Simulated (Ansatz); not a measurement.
## Ir4O: geometry relaxation (part 1 of 2)

- system: Ir4O (slab, 5 atoms in the cell)
- method: DFT r2SCAN, scalar-relativistic, plane waves, PAW, no spin polarisation (Ansatz 0.2.0)

The structure derives from an entry of the Crystallography Open Database. The input holds or restrains some coordinates. Forces given for the steps count only the free coordinates. It belongs to a series of runs on one base structure; here: O put at a bridge Ir-Ir site.

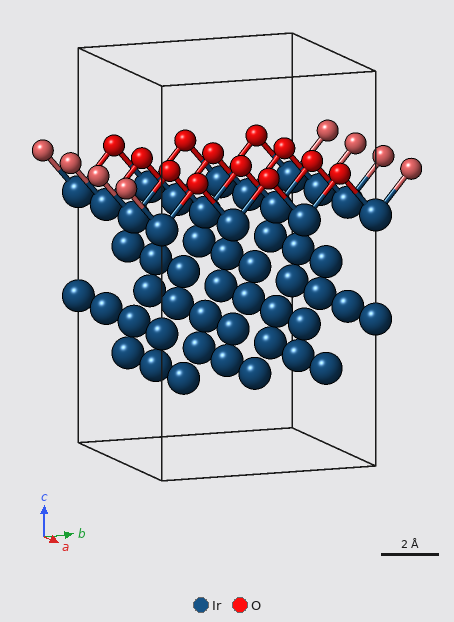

**Figure 1.** The starting structure (ball-and-stick view of the 3 × 3 repeat of the cell, with the vacuum cut short, seen slightly off an axis; neighbours outside the cell are drawn fainter). An atom can appear more than once, as a periodic image.

Key numbers

```csv
quantity,value
outcome,converged under the restraints of the input
electrons treated,74
free energy,−48359.5334 eV
"work function, top face",7.54 eV
"work function, bottom face",5.67 eV
Fermi energy,3.833 eV
gap on the k-point mesh,none (metallic)
final volume,183.00 Å³
work function (upper face),7.54 eV
"largest force (length of the vector) at the end, held atoms and coordinates included",1.228 eV/Å
hardware,"2 threads of Intel Xeon @ 2.50GHz (Skylake/Cascade Lake), 32 GiB of memory available, shared host"
wall time,3.1 min (CPU time 6 min)
peak memory,0.98 GiB
```

Notes

The program warns: the exchange-correlation potential is rough where the density is thin. Spin–orbit coupling is left out, which matters for Ir.

The input
```yaml
crystal:
  lattice:
    - [2.7182807111, 0.0, 0.0]
    - [0.0, 2.7182807111, 0.0]
    - [0.0, 0.0, 24.766344172]
  atoms:
    - { symbol: Ir, position: [0.5, 0.5, 0.3432076991] }
    - { symbol: Ir, position: [0.0, 0.0, 0.4208176488] }
    - { symbol: Ir, position: [0.5, 0.5, 0.4989389495] }
    - { symbol: Ir, position: [0.0, 0.0, 0.5725799416] }
    - { symbol: O, position: [0.0, 0.5, 0.6363761963] }
basis:
  ecutwfc: 500
kpoints:
  mp_grid: { grid: [11, 11, 1] }
hamiltonian:
  xc: r2scan
scf:
  occupations: { method: gaussian, width: 0.1 }
output:
  forces: true
  eigenvalues: true
  write_density: true
  write_potential: true
  elf: true
  volumetric_format: npy
relax:
  adjacent_minimum: "off"
  f_tol: 0.03
  max_steps: 70
  constraints: [{ sites: [0, 1] }]
efield:
  axis: 3
  dipole_correction: true
  ramp_width: 0.04
```

Launched with:
```bash
ansatz run input.yaml --threads 2 --pin off --max-ram 5120MiB --backend cpu --events-out ev --progress --plain --runs-dir out
```

What the program printed
```
Engine: ansatz 0.2.0, x86_64-unknown-linux-gnu
Pseudopotentials: kind: paw
Pseudopotential: Ir, paw, valence charge 17, recommended cutoff 500 eV (meta_gga), Ir.paw.azcp
Pseudopotential: O, paw, valence charge 6, recommended cutoff 500 eV (meta_gga), O.paw.azcp
Functional definition: r2SCAN
  parameter k0 = 0.174
  parameter k1 = 0.065
  parameter a1 = 4.9479
  exchange = r2scan_x(k0 = k0, k1 = k1, a1 = a1)
  correlation = r2scan_c
Crystal: 5 atoms, lattice volume = 183.000 Å³
Basis set: ecut = 500 eV, 4519 PW (Γ), exchange–correlation on 80×80×768 points (64 copies of the dense FFT grid, shifted against one another)
Bands: 45, of which v1, the nominal top of the filled ones, is band 37 counted from 1 (36 counted from 0)
Symmetry: 4 space group operations
Space group: Pmm2 (ITA 25), of the structure as read, at distance tolerance 5.7e-5 Å
k-points: 36 of 121
Non-local potential: Ir, projectors of the file, l = 0: 3, l = 1: 2, l = 2: 2, l = 3: 1
Non-local potential: O, projectors of the file, l = 0: 2, l = 1: 2, l = 2: 1
PAW form: soft (Blöchl's): semilocal exchange-correlation on the pseudo side does not see the compensation charge
PAW frozen core: Ir, regenerated for the run's functional (the file was generated under x = pbe(κ = 0.804, μ = 0.2195149727645171), c = pbe(β = 0.06672455060314922))
PAW frozen core: O, regenerated for the run's functional (the file was generated under x = pbe(κ = 0.804, μ = 0.2195149727645171), c = pbe(β = 0.06672455060314922))
PAW one-centre angular grid: Ir, 590 points (default); XC on 160 Gauss nodes
PAW one-centre angular grid: O, 302 points (default); XC on 160 Gauss nodes
Initial density: superposition of atomic densities (neutral atoms: chi_scale 0, normalization atom), corrected by the library's trained network
Initial wavefunctions: pseudopotential atomic-orbital guess
Functional: x = r2scan, c = r2scan; τ floored in thin density (d = 2e-4 eV/Å³)
SCF iter   1: F=—  HF=-48358.941729 eV  |F-HF|=—  |Δ(HF+E_count)|=         —  Δρ=1.77e-2  dr2=8.17e0  dr2_τ=2.14e-1  ethr=1.77e-3  p=-0.126 e·Å  D=-1.24e-1 V/Å  ΔV_dip=3.08 eV  dr2_dipole=3.50e0  V_vac-E_F(+/−)=8.42/5.34 eV  ⟨swp⟩=9.2  Hψ=8217  notcnv=0
efield: sawtooth ramp at fractional position 0.9698 (placed from the atoms, in the widest stretch of the axis that holds none; the zero of the levels goes with the place), width 0.0400; the density the first Hamiltonian is built on has a dipole p = -0.126 e·Å; the dipole correction subtracts the counter field D = -1.24e-1 V/Å, which shifts the + side's vacuum level by +3.08 eV against the − side's; the planar-averaged density in the ramp window peaks in size at 2.2e-5 e/Å³
preconditioner: auto → LDOS  [metal: Δε(μ)=0.029 eV  Ē_g=7.429 eV  σ=0.100 eV  W_gap=0.16  n_scr=30 (ndim 8)  ℏωp=17.8 eV  f_vac=0.592  D(μ)=4.73/eV (n_scr^D=16)  β→1.0]
SCF iter   2: F=—  HF=-48358.951389 eV  |F-HF|=—  |Δ(HF+E_count)|=   9.66e-3  Δρ=5.02e-3  dr2=2.32e-1  dr2_τ=6.94e-2  ethr=1.77e-3  p=-0.097 e·Å  D=-9.62e-2 V/Å  ΔV_dip=2.38 eV  dr2_dipole=1.03e-1  V_vac-E_F(+/−)=8.10/5.72 eV  ⟨swp⟩=2.0  Hψ=2097  notcnv=0  defer=67
SCF iter   3: F=—  HF=-48358.963201 eV  |F-HF|=—  |Δ(HF+E_count)|=   1.18e-2  Δρ=9.95e-4  dr2=5.27e-3  dr2_τ=3.30e-4  ethr=3.14e-4  p=-0.104 e·Å  D=-1.03e-1 V/Å  ΔV_dip=2.55 eV  dr2_dipole=1.53e-3  V_vac-E_F(+/−)=8.18/5.63 eV  ⟨swp⟩=1.8  Hψ=1878  notcnv=0  defer=67
SCF iter   4: F=—  HF=-48358.963583 eV  |F-HF|=—  |Δ(HF+E_count)|=   3.82e-4  Δρ=3.64e-4  dr2=1.76e-4  dr2_τ=6.00e-5  ethr=7.12e-6  p=-0.103 e·Å  D=-1.01e-1 V/Å  ΔV_dip=2.51 eV  dr2_dipole=3.54e-6  V_vac-E_F(+/−)=8.19/5.67 eV  ⟨swp⟩=2.3  Hψ=2781  notcnv=0  defer=67
SCF iter   5: F=—  HF=-48358.963684 eV  |F-HF|=—  |Δ(HF+E_count)|=   1.01e-4  Δρ=1.72e-4  dr2=1.22e-4  dr2_τ=6.25e-6  ethr=2.38e-7  p=-0.103 e·Å  D=-1.01e-1 V/Å  ΔV_dip=2.51 eV  dr2_dipole=1.22e-5  V_vac-E_F(+/−)=8.19/5.68 eV  ⟨swp⟩=3.0  Hψ=3433  notcnv=0  defer=67
SCF iter   6: F=-48358.963676 eV  HF=-48358.963680 eV  |F-HF|=4.17e-6  |Δ(HF+E_count)|=   3.91e-6  Δρ=5.73e-5  dr2=9.82e-6  dr2_τ=1.07e-6  ethr=3.04e-8  p=-0.102 e·Å  D=-1.01e-1 V/Å  ΔV_dip=2.51 eV  dr2_dipole=9.66e-7  V_vac-E_F(+/−)=8.19/5.68 eV  ⟨swp⟩=22.3  Hψ=18737  notcnv=0
SCF 1 converged in 6 iterations: F = -48358.963676 eV  dr2 = 9.82e-6
  greatest PAW one-centre occupation: 1.001 electrons in one spin orbital (limit 2), on the Ir atom at site 0 (counted from 0), in its partial waves of l = 1
relax step   1: F+E_penalty+E_count = -48358.96367599 eV  Δ(F+E_penalty+E_count) = +0.000e0 eV  max|allowed force component| = 5.005e0 eV/Å  Δτ_max = 0.0000 Å  (6 SCF iters, dr2 threshold 2.25e-5 eV, accepted)
Initial density: handed on by an earlier stage of this run
Initial wavefunctions: those handed on with the density
iter 1 solved again at ethr=2.13e-3 eV; its pass at ethr=3.10e-3 eV (dr2=1.57e0 eV) is discarded
SCF iter   1: F=—  HF=-48358.545919 eV  |F-HF|=—  |Δ(HF+E_count)|=         —  Δρ=1.61e-2  dr2=1.51e0  dr2_τ=7.71e0  ethr=2.13e-3  p=-0.102 e·Å  D=-1.01e-1 V/Å  ΔV_dip=2.51 eV  dr2_dipole=4.86e-1  V_vac-E_F(+/−)=8.12/5.61 eV  ⟨swp⟩=1.1  Hψ=6532  notcnv=0  defer=17
efield: sawtooth ramp at fractional position 0.9698 (handed on by an earlier solve), width 0.0400; the density the first Hamiltonian is built on has a dipole p = -0.102 e·Å; the dipole correction subtracts the counter field D = -1.01e-1 V/Å, which shifts the + side's vacuum level by +2.51 eV against the − side's; the planar-averaged density in the ramp window peaks in size at 6.6e-6 e/Å³
preconditioner: auto → LDOS  [metal: Δε(μ)=0.039 eV  Ē_g=7.643 eV  σ=0.100 eV  W_gap=0.22  n_scr=30 (ndim 8)  ℏωp=17.8 eV  f_vac=0.592  D(μ)=4.44/eV (n_scr^D=16)  β→1.0]
SCF iter   2: F=—  HF=-48359.572327 eV  |F-HF|=—  |Δ(HF+E_count)|=    1.03e0  Δρ=9.91e-3  dr2=9.19e-1  dr2_τ=5.03e-2  ethr=2.04e-3  p=-0.069 e·Å  D=-6.80e-2 V/Å  ΔV_dip=1.68 eV  dr2_dipole=2.21e-1  V_vac-E_F(+/−)=7.43/5.74 eV  ⟨swp⟩=2.1  Hψ=2998  notcnv=0  defer=17
SCF iter   3: F=—  HF=-48359.514805 eV  |F-HF|=—  |Δ(HF+E_count)|=   5.75e-2  Δρ=3.78e-3  dr2=1.33e-1  dr2_τ=2.97e-3  ethr=1.24e-3  p=-0.074 e·Å  D=-7.36e-2 V/Å  ΔV_dip=1.82 eV  dr2_dipole=3.75e-2  V_vac-E_F(+/−)=7.52/5.70 eV  ⟨swp⟩=2.2  Hψ=2739  notcnv=0  defer=67
SCF iter   4: F=—  HF=-48359.513322 eV  |F-HF|=—  |Δ(HF+E_count)|=   1.48e-3  Δρ=2.03e-3  dr2=5.22e-2  dr2_τ=5.76e-4  ethr=1.80e-4  p=-0.076 e·Å  D=-7.51e-2 V/Å  ΔV_dip=1.86 eV  dr2_dipole=1.18e-2  V_vac-E_F(+/−)=7.55/5.69 eV  ⟨swp⟩=1.9  Hψ=2167  notcnv=0  defer=67
SCF iter   5: F=—  HF=-48359.511502 eV  |F-HF|=—  |Δ(HF+E_count)|=   1.82e-3  Δρ=6.08e-4  dr2=8.06e-4  dr2_τ=1.14e-4  ethr=7.05e-5  p=-0.077 e·Å  D=-7.58e-2 V/Å  ΔV_dip=1.88 eV  dr2_dipole=3.78e-5  V_vac-E_F(+/−)=7.56/5.68 eV  ⟨swp⟩=1.8  Hψ=1902  notcnv=0  defer=67
SCF iter   6: F=—  HF=-48359.511471 eV  |F-HF|=—  |Δ(HF+E_count)|=   3.13e-5  Δρ=2.66e-4  dr2=4.35e-4  dr2_τ=2.36e-5  ethr=1.09e-6  p=-0.077 e·Å  D=-7.57e-2 V/Å  ΔV_dip=1.87 eV  dr2_dipole=1.33e-4  V_vac-E_F(+/−)=7.55/5.68 eV  ⟨swp⟩=2.8  Hψ=3100  notcnv=0  defer=67
SCF iter   7: F=-48359.511454 eV  HF=-48359.511466 eV  |F-HF|=1.17e-5  |Δ(HF+E_count)|=   5.31e-6  Δρ=9.47e-5  dr2=2.62e-5  dr2_τ=2.44e-6  ethr=1.35e-7  p=-0.076 e·Å  D=-7.55e-2 V/Å  ΔV_dip=1.87 eV  dr2_dipole=1.23e-8  V_vac-E_F(+/−)=7.55/5.68 eV  ⟨swp⟩=22.3  Hψ=18661  notcnv=0
SCF 2 converged in 7 iterations: F = -48359.511454 eV  dr2 = 2.62e-5
relax step   2: F+E_penalty+E_count = -48359.51145423 eV  Δ(F+E_penalty+E_count) = -5.478e-1 eV  max|allowed force component| = 3.160e-1 eV/Å  Δτ_max = 0.1926 Å  (7 SCF iters, dr2 threshold 1.00e-4 eV, accepted)
iter 1 solved again at ethr=5.53e-4 eV; its pass at ethr=3.10e-3 eV (dr2=4.09e-1 eV) is discarded
SCF iter   1: F=—  HF=-48358.569294 eV  |F-HF|=—  |Δ(HF+E_count)|=         —  Δρ=1.74e-2  dr2=4.23e-1  dr2_τ=5.03e0  ethr=5.53e-4  p=-0.076 e·Å  D=-7.55e-2 V/Å  ΔV_dip=1.87 eV  dr2_dipole=4.41e-4  V_vac-E_F(+/−)=7.54/5.68 eV  ⟨swp⟩=1.6  Hψ=6664  notcnv=0  defer=44
efield: sawtooth ramp at fractional position 0.9698 (handed on by an earlier solve), width 0.0400; the density the first Hamiltonian is built on has a dipole p = -0.076 e·Å; the dipole correction subtracts the counter field D = -7.55e-2 V/Å, which shifts the + side's vacuum level by +1.87 eV against the − side's; the planar-averaged density in the ramp window peaks in size at 1.6e-5 e/Å³
preconditioner: auto → LDOS  [metal: Δε(μ)=0.012 eV  Ē_g=7.805 eV  σ=0.100 eV  W_gap=0.07  n_scr=30 (ndim 8)  ℏωp=17.8 eV  f_vac=0.599  D(μ)=5.03/eV (n_scr^D=16)  β→1.0]
SCF iter   2: F=—  HF=-48359.533456 eV  |F-HF|=—  |Δ(HF+E_count)|=   9.64e-1  Δρ=7.05e-3  dr2=1.36e-1  dr2_τ=2.44e-2  ethr=5.53e-4  p=-0.060 e·Å  D=-5.90e-2 V/Å  ΔV_dip=1.46 eV  dr2_dipole=2.93e-2  V_vac-E_F(+/−)=7.15/5.69 eV  ⟨swp⟩=2.9  Hψ=3242  notcnv=0  defer=44
SCF iter   3: F=—  HF=-48359.523043 eV  |F-HF|=—  |Δ(HF+E_count)|=   1.04e-2  Δρ=1.74e-3  dr2=1.65e-2  dr2_τ=9.57e-4  ethr=1.84e-4  p=-0.073 e·Å  D=-7.18e-2 V/Å  ΔV_dip=1.78 eV  dr2_dipole=5.40e-3  V_vac-E_F(+/−)=7.46/5.68 eV  ⟨swp⟩=2.0  Hψ=2545  notcnv=0  defer=44
SCF iter   4: F=—  HF=-48359.524227 eV  |F-HF|=—  |Δ(HF+E_count)|=   1.18e-3  Δρ=8.87e-4  dr2=2.65e-3  dr2_τ=3.11e-4  ethr=2.22e-5  p=-0.074 e·Å  D=-7.31e-2 V/Å  ΔV_dip=1.81 eV  dr2_dipole=2.49e-5  V_vac-E_F(+/−)=7.48/5.67 eV  ⟨swp⟩=3.1  Hψ=3267  notcnv=0  defer=44
SCF iter   5: F=—  HF=-48359.523569 eV  |F-HF|=—  |Δ(HF+E_count)|=   6.58e-4  Δρ=1.96e-4  dr2=1.78e-4  dr2_τ=2.01e-5  ethr=3.58e-6  p=-0.075 e·Å  D=-7.46e-2 V/Å  ΔV_dip=1.85 eV  dr2_dipole=1.64e-5  V_vac-E_F(+/−)=7.51/5.66 eV  ⟨swp⟩=2.3  Hψ=2600  notcnv=0  defer=68
SCF iter   6: F=—  HF=-48359.523549 eV  |F-HF|=—  |Δ(HF+E_count)|=   2.04e-5  Δρ=8.83e-5  dr2=2.33e-5  dr2_τ=1.19e-6  ethr=2.41e-7  p=-0.075 e·Å  D=-7.46e-2 V/Å  ΔV_dip=1.85 eV  dr2_dipole=2.45e-6  V_vac-E_F(+/−)=7.51/5.67 eV  ⟨swp⟩=3.1  Hψ=3033  notcnv=0  defer=68
SCF iter   7: F=-48359.523552 eV  HF=-48359.523555 eV  |F-HF|=2.83e-6  |Δ(HF+E_count)|=   6.24e-6  Δρ=3.69e-5  dr2=4.94e-6  dr2_τ=2.75e-7  ethr=8.44e-9  p=-0.075 e·Å  D=-7.46e-2 V/Å  ΔV_dip=1.85 eV  dr2_dipole=1.70e-7  V_vac-E_F(+/−)=7.51/5.67 eV  ⟨swp⟩=22.4  Hψ=17303  notcnv=0
SCF 3 converged in 7 iterations: F = -48359.523552 eV  dr2 = 4.94e-6
relax step   3: F+E_penalty+E_count = -48359.52355224 eV  Δ(F+E_penalty+E_count) = -1.210e-2 eV  max|allowed force component| = 3.198e-1 eV/Å  Δτ_max = 0.1458 Å  (7 SCF iters, dr2 threshold 6.24e-6 eV, accepted)
SCF iter   1: F=—  HF=-48359.416531 eV  |F-HF|=—  |Δ(HF+E_count)|=         —  Δρ=6.17e-3  dr2=7.48e-2  dr2_τ=6.71e-1  ethr=8.06e-4  p=-0.075 e·Å  D=-7.46e-2 V/Å  ΔV_dip=1.85 eV  dr2_dipole=1.57e-2  V_vac-E_F(+/−)=7.50/5.65 eV  ⟨swp⟩=4.1  Hψ=3489  notcnv=0  defer=68
efield: sawtooth ramp at fractional position 0.9698 (handed on by an earlier solve), width 0.0400; the density the first Hamiltonian is built on has a dipole p = -0.075 e·Å; the dipole correction subtracts the counter field D = -7.46e-2 V/Å, which shifts the + side's vacuum level by +1.85 eV against the − side's; the planar-averaged density in the ramp window peaks in size at 1.5e-5 e/Å³
preconditioner: auto → LDOS  [metal: Δε(μ)=0.028 eV  Ē_g=7.746 eV  σ=0.100 eV  W_gap=0.16  n_scr=30 (ndim 8)  ℏωp=17.8 eV  f_vac=0.596  D(μ)=4.59/eV (n_scr^D=16)  β→1.0]
SCF iter   2: F=—  HF=-48359.534918 eV  |F-HF|=—  |Δ(HF+E_count)|=   1.18e-1  Δρ=2.71e-3  dr2=3.08e-2  dr2_τ=3.34e-3  ethr=1.01e-4  p=-0.079 e·Å  D=-7.81e-2 V/Å  ΔV_dip=1.93 eV  dr2_dipole=5.88e-3  V_vac-E_F(+/−)=7.62/5.69 eV  ⟨swp⟩=2.7  Hψ=3463  notcnv=0  defer=67
SCF iter   3: F=—  HF=-48359.533373 eV  |F-HF|=—  |Δ(HF+E_count)|=   1.55e-3  Δρ=8.62e-4  dr2=3.14e-3  dr2_τ=1.20e-4  ethr=4.16e-5  p=-0.077 e·Å  D=-7.57e-2 V/Å  ΔV_dip=1.88 eV  dr2_dipole=5.87e-4  V_vac-E_F(+/−)=7.55/5.67 eV  ⟨swp⟩=2.0  Hψ=2223  notcnv=0  defer=67
SCF iter   4: F=—  HF=-48359.533493 eV  |F-HF|=—  |Δ(HF+E_count)|=   1.20e-4  Δρ=4.11e-4  dr2=8.35e-4  dr2_τ=4.53e-5  ethr=4.24e-6  p=-0.077 e·Å  D=-7.60e-2 V/Å  ΔV_dip=1.88 eV  dr2_dipole=6.68e-5  V_vac-E_F(+/−)=7.55/5.67 eV  ⟨swp⟩=2.6  Hψ=2847  notcnv=0  defer=67
SCF iter   5: F=—  HF=-48359.533425 eV  |F-HF|=—  |Δ(HF+E_count)|=   6.80e-5  Δρ=1.11e-4  dr2=4.93e-5  dr2_τ=4.13e-6  ethr=1.13e-6  p=-0.076 e·Å  D=-7.56e-2 V/Å  ΔV_dip=1.87 eV  dr2_dipole=2.42e-6  V_vac-E_F(+/−)=7.54/5.67 eV  ⟨swp⟩=2.2  Hψ=2554  notcnv=0  defer=67
SCF iter   6: F=—  HF=-48359.533420 eV  |F-HF|=—  |Δ(HF+E_count)|=   4.73e-6  Δρ=5.66e-5  dr2=7.17e-6  dr2_τ=6.62e-7  ethr=6.66e-8  p=-0.076 e·Å  D=-7.56e-2 V/Å  ΔV_dip=1.87 eV  dr2_dipole=8.81e-7  V_vac-E_F(+/−)=7.54/5.67 eV  ⟨swp⟩=2.8  Hψ=2804  notcnv=0  defer=67
SCF iter   7: F=-48359.533420 eV  HF=-48359.533420 eV  |F-HF|=2.53e-7  |Δ(HF+E_count)|=   3.72e-7  Δρ=1.96e-5  dr2=1.11e-6  dr2_τ=7.17e-8  ethr=8.64e-9  p=-0.076 e·Å  D=-7.55e-2 V/Å  ΔV_dip=1.87 eV  dr2_dipole=1.51e-9  V_vac-E_F(+/−)=7.54/5.67 eV  ⟨swp⟩=22.1  Hψ=16772  notcnv=0
SCF 4 converged in 7 iterations: F = -48359.533420 eV  dr2 = 1.11e-6
relax step   4: F+E_penalty+E_count = -48359.53342005 eV  Δ(F+E_penalty+E_count) = -9.868e-3 eV  max|allowed force component| = 1.786e-2 eV/Å  Δτ_max = 0.0568 Å  (7 SCF iters, dr2 threshold 6.39e-6 eV, accepted)
iter 1 solved again at ethr=1.50e-9 eV; its pass at ethr=3.10e-3 eV (dr2=1.11e-6 eV) is discarded
```
